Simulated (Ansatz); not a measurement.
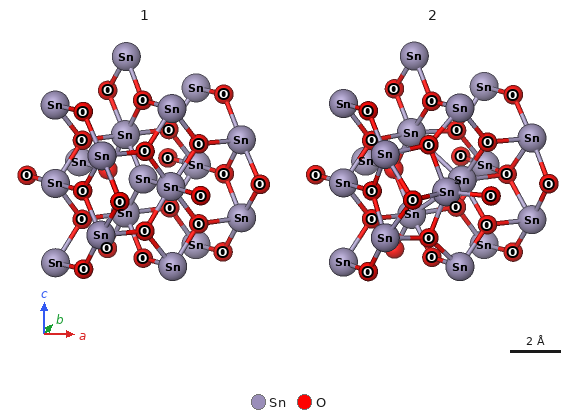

Two geometries of a defect cell of composition Sn25O47 (cell charge +1), drawn at one scale. One is the start of a relaxation, the other its converged end. A ball-and-stick model of the atoms within 5.0 Å of the atom that moves most (axes of the cell of the calculation (origin shifted)), seen slightly off an axis.

Level of theory: DFT, PBEsol, PAW, plane waves in Ansatz. Settings: plane-wave cutoff 420 eV; k-point mesh 1 × 1 × 1; mesh shifted by (0.25, 0.25, 0.25); collinear spin; atoms relaxed in a fixed cell; force threshold 0.03 eV/Å; at most 80 steps.

Which geometry has the lower energy?

Answer. Structure 2 is the relaxed one. After 19 geometry steps the energy has fallen by 15.406 eV per cell of the calculation. The largest force component goes from 17 to 0.0093 eV/Å. A Sn atom moves most: 1.24 Å along +a. By element the largest moves are Sn 1.24 Å, O 0.38 Å. The lattice vectors keep their values. Among the contacts that change: O–Sn 3.615 → 2.205 Å, O–Sn 3.470 → 2.192 Å, Sn–Sn 2.072 → 2.967 Å, O–Sn 2.082 → 2.963 Å. New bonds form, among them: O–Sn (2.94 → 2.10 Å), O–Sn (3.47 → 2.19 Å), O–Sn (3.62 → 2.21 Å). Bonds break, among them: O–Sn (2.08 → 2.96 Å), O–Sn (2.11 → 2.96 Å). Bond angles that change, for instance: Sn–Sn–O 178.9° → 102.2°, O–Sn–O 103.4° → 138.6°, Sn–Sn–Sn 101.2° → 68.7°. The program noted that the starting moments weren't kept.

Limits of the set-up: the cell is charged, on a uniform background, and energies carry no finite-size correction.
